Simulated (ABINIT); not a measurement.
**Optical-spectrum calculation, with input and output: Mo (part 2 of 2)**

The same run, continued: Mo (Im-3m, 1 atom in the cell); Kohn-Sham DFT of a periodic cell, PBEsol, PseudoDojo NC SR PBEsol v0.4.1 standard, no spin polarisation (ABINIT 10.8.3); cutoff 979.61 eV, 16×16×16 k-mesh, methfessel-paxton of 0.136 eV. The structure derives from a Materials Project entry.

Geometry of the input (Å; fractional positions):
```
-1.5838  1.5838  1.5838
1.5838  -1.5838  1.5838
1.5838  1.5838  -1.5838
Mo 0.0000  0.0000  0.0000
```

## The program's output, continued
```
--- !ResultsGS
iteration_state: {dtset: 1, }
comment   : Summary of ground state results
lattice_vectors:
- [ -2.9929652,   2.9929652,   2.9929652, ]
- [  2.9929652,  -2.9929652,   2.9929652, ]
- [  2.9929652,   2.9929652,  -2.9929652, ]
lattice_lengths: [   5.18397,    5.18397,    5.18397, ]
lattice_angles: [109.471, 109.471, 109.471, ] # degrees, (23, 13, 12)
lattice_volume:   1.0724202E+02
convergence: {deltae: -9.379E-13, res2:  8.989E-15, residm:  1.095E-03, diffor: null, }
etotal    :  -7.02756285E+01
entropy   :   0.00000000E+00
fermie    :   6.18147243E-01
cartesian_stress_tensor: # hartree/bohr^3
- [  3.29839549E-04,   0.00000000E+00,   0.00000000E+00, ]
- [  0.00000000E+00,   3.29839549E-04,   0.00000000E+00, ]
- [  0.00000000E+00,   0.00000000E+00,   3.29839549E-04, ]
pressure_GPa:  -9.7042E+00
xred      :
- [  0.0000E+00,   0.0000E+00,   0.0000E+00, Mo]
cartesian_forces: # hartree/bohr
- [ -0.00000000E+00,  -0.00000000E+00,  -0.00000000E+00, ]
force_length_stats: {min:   0.00000000E+00, max:   0.00000000E+00, mean:   0.00000000E+00, }
...

 Integrated electronic density in atomic spheres:
 ------------------------------------------------
 Atom  Sphere_radius  Integrated_density
    1        2.00000         10.48214513
================================================================================

 ----iterations are completed or convergence reached----

 Mean square residual over all n,k,spin=   11.837E-07; max=  10.953E-04
 reduced coordinates (array xred) for    1 atoms
       0.000000000000      0.000000000000      0.000000000000
 rms dE/dt=  0.0000E+00; max dE/dt=  0.0000E+00; dE/dt below (all hartree)
    1       0.000000000000      0.000000000000      0.000000000000

 cartesian coordinates (angstrom) at end:
    1      0.00000000000000     0.00000000000000     0.00000000000000

 cartesian forces (hartree/bohr) at end:
    1     -0.00000000000000    -0.00000000000000    -0.00000000000000
 frms,max,avg= 0.0000000E+00 0.0000000E+00   0.000E+00  0.000E+00  0.000E+00 h/b

 cartesian forces (eV/Angstrom) at end:
    1     -0.00000000000000    -0.00000000000000    -0.00000000000000
 frms,max,avg= 0.0000000E+00 0.0000000E+00   0.000E+00  0.000E+00  0.000E+00 e/A
 length scales=  1.889726125908  1.889726125908  1.889726125908 bohr
              =  1.000000000000  1.000000000000  1.000000000000 angstroms
 Fermi (or HOMO) energy (hartree) =   0.61815   Average Vxc (hartree)=  -0.50056
 Eigenvalues (hartree) for nkpt= 240  k points:
 kpt#   1, nband= 11, wtk=  0.00098, kpt= -0.0156 -0.0156  0.0469 (reduced coord)
  -1.63243   -0.65281   -0.65205   -0.65205    0.35374    0.56684    0.56684    0.57040
   0.67507    0.67507    1.16514
      occupation numbers for kpt#   1
   2.00000    2.00000    2.00000    2.00000    2.00000    2.00000    2.00000    2.00000
   0.00000    0.00000    0.00000
 prteigrs : prtvol=0 or 1, do not print more k-points.

--- !EnergyTerms
iteration_state     : {dtset: 1, }
comment             : Components of total free energy in Hartree
kinetic             :  2.21773723091583E+01
hartree             :  8.97336701628593E+00
xc                  : -1.02330932758690E+01
Ewald energy        : -5.95805255149814E+01
psp_core            :  2.08219156036355E+00
local_psp           : -4.22703684965891E+01
non_local_psp       :  8.57541750845263E+00
internal            : -7.02756388931790E+01
'-kT*entropy'       :  1.03747779260529E-05
total_energy        : -7.02756285184011E+01
total_energy_eV     : -1.91229727129329E+03
band_energy         : -4.21873444652452E+00
...

 Cartesian components of stress tensor (hartree/bohr^3)
  sigma(1 1)=  3.29839549E-04  sigma(3 2)=  0.00000000E+00
  sigma(2 2)=  3.29839549E-04  sigma(3 1)=  0.00000000E+00
  sigma(3 3)=  3.29839549E-04  sigma(2 1)=  0.00000000E+00

-Cartesian components of stress tensor (GPa)         [Pressure= -9.7042E+00 GPa]
- sigma(1 1)=  9.70421458E+00  sigma(3 2)=  0.00000000E+00
- sigma(2 2)=  9.70421458E+00  sigma(3 1)=  0.00000000E+00
- sigma(3 3)=  9.70421458E+00  sigma(2 1)=  0.00000000E+00

================================================================================
== DATASET  2 ==================================================================

--- !DatasetInfo
iteration_state: {dtset: 2, }
dimensions: {natom: 1, nkpt: 240, mband: 23, nsppol: 1, nspinor: 1, nspden: 1, mpw: 1130, }
cutoff_energies: {ecut:  36.0, pawecutdg:  -1.0, }
electrons: {nelect:   1.40000000E+01, charge:   0.00000000E+00, occopt:   6.00000000E+00, tsmear:   4.99790782E-03, }
meta: {optdriver: 0, ionmov: 0, optcell: 0, iscf: -3, paral_kgb: 0, }
...

 mkfilename : getden/=0, take file _DEN from output of DATASET   1.

 Real(R)+Recip(G) space primitive vectors, cartesian coordinates (Bohr,Bohr^-1):
 R(1)= -2.9929652  2.9929652  2.9929652  G(1)=  0.0000000  0.1670584  0.1670584
 R(2)=  2.9929652 -2.9929652  2.9929652  G(2)=  0.1670584  0.0000000  0.1670584
 R(3)=  2.9929652  2.9929652 -2.9929652  G(3)=  0.1670584  0.1670584  0.0000000
 Unit cell volume ucvol=  1.0724202E+02 bohr^3
 Angles (23,13,12)=  1.09471221E+02  1.09471221E+02  1.09471221E+02 degrees

 getcut: wavevector=  0.0000  0.0000  0.0000  ngfft=  30  30  30
         ecut(hartree)=     36.000   => boxcut(ratio)=   2.14261
--------------------------------------------------------------------------------

================================================================================

--- !BeginCycle
iteration_state: {dtset: 2, }
solver: {iscf: -3, nstep: 120, nline: 4, wfoptalg: 0, }
tolerances: {tolwfr: 1.00E-12, }
...

     iter   Etot(hartree)      deltaE(h)  residm     vres2
 Non-SCF case, kpt    1 ( -0.01563 -0.01563  0.04688), residuals and eigenvalues=
  1.66E-13  8.65E-14  7.33E-13  7.39E-13  4.93E-13  2.98E-13  1.91E-13  8.67E-14
  3.29E-13  3.57E-13  1.01E-13  1.79E-13  4.73E-13  3.56E-13  5.56E-13  5.36E-13
  7.76E-13  9.35E-13  5.09E-13  4.09E-13  2.45E-13  1.22E-10  1.46E-04
 -1.6324E+00 -6.5281E-01 -6.5205E-01 -6.5205E-01  3.5374E-01  5.6684E-01
  5.6684E-01  5.7040E-01  6.7507E-01  6.7507E-01  1.1651E+00  1.1679E+00
  1.1679E+00  1.5605E+00  1.5605E+00  1.6834E+00  1.7144E+00  1.7144E+00
  1.8938E+00  1.9044E+00  1.9044E+00  2.0933E+00  2.2758E+00
 prteigrs : prtvol=0 or 1, do not print more k-points.

--- !ResultsGS
iteration_state: {dtset: 2, }
comment   : Summary of ground state results
lattice_vectors:
- [ -2.9929652,   2.9929652,   2.9929652, ]
- [  2.9929652,  -2.9929652,   2.9929652, ]
- [  2.9929652,   2.9929652,  -2.9929652, ]
lattice_lengths: [   5.18397,    5.18397,    5.18397, ]
lattice_angles: [109.471, 109.471, 109.471, ] # degrees, (23, 13, 12)
lattice_volume:   1.0724202E+02
convergence: {deltae:  0.000E+00, res2:  0.000E+00, residm:  9.994E-13, diffor:  0.000E+00, }
etotal    :  -7.02756285E+01
entropy   :   0.00000000E+00
fermie    :   6.18147244E-01
cartesian_stress_tensor: null
pressure_GPa: null
xred      :
- [  0.0000E+00,   0.0000E+00,   0.0000E+00, Mo]
cartesian_forces: null
force_length_stats: {min: null, max: null, mean: null, }
...

 Integrated electronic density in atomic spheres:
 ------------------------------------------------
 Atom  Sphere_radius  Integrated_density
    1        2.00000         10.48214513
================================================================================

 ----iterations are completed or convergence reached----

 Mean square residual over all n,k,spin=   42.683E-14; max=  99.942E-14
 reduced coordinates (array xred) for    1 atoms
       0.000000000000      0.000000000000      0.000000000000

 cartesian coordinates (angstrom) at end:
    1      0.00000000000000     0.00000000000000     0.00000000000000
 length scales=  1.889726125908  1.889726125908  1.889726125908 bohr
              =  1.000000000000  1.000000000000  1.000000000000 angstroms
 Eigenvalues (hartree) for nkpt= 240  k points:
 kpt#   1, nband= 23, wtk=  0.00098, kpt= -0.0156 -0.0156  0.0469 (reduced coord)
  -1.63243   -0.65281   -0.65205   -0.65205    0.35374    0.56684    0.56684    0.57040
   0.67507    0.67507    1.16514    1.16793    1.16793    1.56045    1.56045    1.68336
   1.71439    1.71439    1.89379    1.90441    1.90441    2.09326    2.27576
      occupation numbers for kpt#   1
   2.00000    2.00000    2.00000    2.00000    2.00000    2.00000    2.00000    2.00000
   0.00000    0.00000    0.00000    0.00000    0.00000    0.00000    0.00000    0.00000
   0.00000    0.00000    0.00000    0.00000    0.00000    0.00000    0.00000
 prteigrs : prtvol=0 or 1, do not print more k-points.

--- !EnergyTerms
iteration_state     : {dtset: 2, }
comment             : Components of total free energy in Hartree
kinetic             :  2.21773723698774E+01
hartree             :  8.97336701628594E+00
xc                  : -1.02330932758690E+01
Ewald energy        : -5.95805255149814E+01
psp_core            :  2.08219156036355E+00
local_psp           : -4.22703684965891E+01
non_local_psp       :  8.57541758774572E+00
internal            : -7.02756387531669E+01
'-kT*entropy'       :  1.03747793910885E-05
total_energy        : -7.02756283783875E+01
...

--- !EnergyTermsDC
iteration_state     : {dtset: 2, }
comment             : '"Double-counting" decomposition of free energy'
band_energy         : -4.21873444243925E+00
Ewald energy        : -5.95805255149814E+01
psp_core            :  2.08219156036355E+00
xc_dc               : -8.55857049612275E+00
internal            : -7.02756388931799E+01
'-kT*entropy'       :  1.03747793910885E-05
total_energy_dc     : -7.02756285184005E+01
...

================================================================================
== DATASET  3 ==================================================================

--- !DatasetInfo
iteration_state: {dtset: 3, }
dimensions: {natom: 1, nkpt: 240, mband: 19, nsppol: 1, nspinor: 1, nspden: 1, mpw: 1130, }
cutoff_energies: {ecut:  36.0, pawecutdg:  -1.0, }
electrons: {nelect:   1.40000000E+01, charge:   0.00000000E+00, occopt:   6.00000000E+00, tsmear:   4.99790782E-03, }
meta: {optdriver: 8, wfk_task: 7, }
...

 mkfilename : getwfk/=0, take file _WFK from output of DATASET   2.

--------------------------------------------------------------------------------

 Computation of velocity matrix elements (DDK)

 Parameters extracted from the Abinit header:
    ecut:     36.0
    nkpt:    8192
    mband:   23
    nsppol:  1
    nspinor: 1
    useylm:  0
    inclvkb: 2
    bmin: 1, bmax: 23
    Computing diagonal and off-diagonal matrix elements
    Between band index bmin: 1, bmax: 23

== END DATASET(S) ==============================================================
================================================================================

 -outvars: echo values of variables after computation  --------
            acell      1.8897261259E+00  1.8897261259E+00  1.8897261259E+00 Bohr
           etotal1    -7.0275628518E+01
           etotal2    -7.0275628518E+01
           etotal3     0.0000000000E+00
            fcart1    -0.0000000000E+00 -0.0000000000E+00 -0.0000000000E+00
            fcart3     0.0000000000E+00  0.0000000000E+00  0.0000000000E+00
            rprim     -1.5838089719E+00  1.5838089719E+00  1.5838089719E+00
                       1.5838089719E+00 -1.5838089719E+00  1.5838089719E+00
                       1.5838089719E+00  1.5838089719E+00 -1.5838089719E+00
           strten1     3.2983954950E-04  3.2983954950E-04  3.2983954950E-04
                       0.0000000000E+00  0.0000000000E+00  0.0000000000E+00
           strten3     0.0000000000E+00  0.0000000000E+00  0.0000000000E+00
                       0.0000000000E+00  0.0000000000E+00  0.0000000000E+00
 Calculation completed.
```

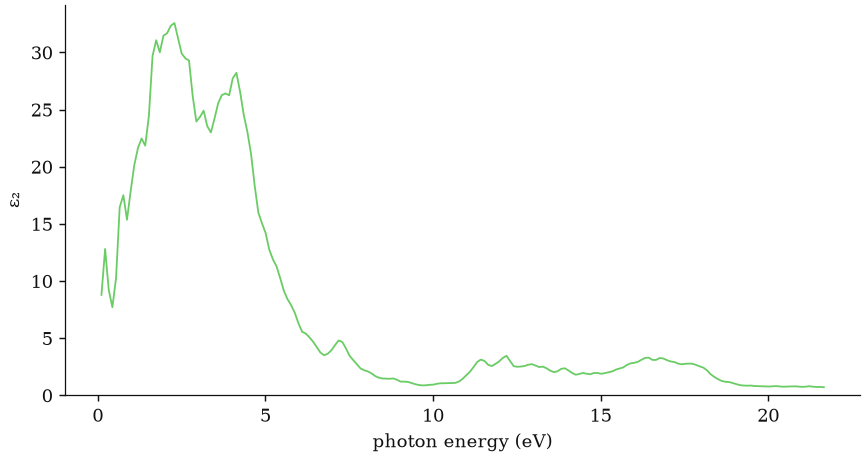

Fig. 1: Imaginary part of the dielectric function (first component that the program prints). The highest peak, 32.6, lies at 2.29 eV.

## Summary

| quantity | value |
| --- | --- |
| outcome | converged |
| space group (tolerance 0.01 Å) | Im-3m (229) |
| electrons treated | 14 |
| free energy | −1912.2973 eV |
| Fermi energy | 16.821 eV |
| pressure | −9.70 GPa |
| largest force (length of the vector) | under 0.001 eV/Å |
| hardware | 1 thread of Arm Neoverse V1, 112 GiB of memory available, shared host |
| wall time | 5.3 min |
| peak memory | 3.8 GiB |

## Remarks

Points of doubt noted for this run: no intraband term. The cell is under a tension of 9.7 GPa at this level, so it is not at its equilibrium volume.
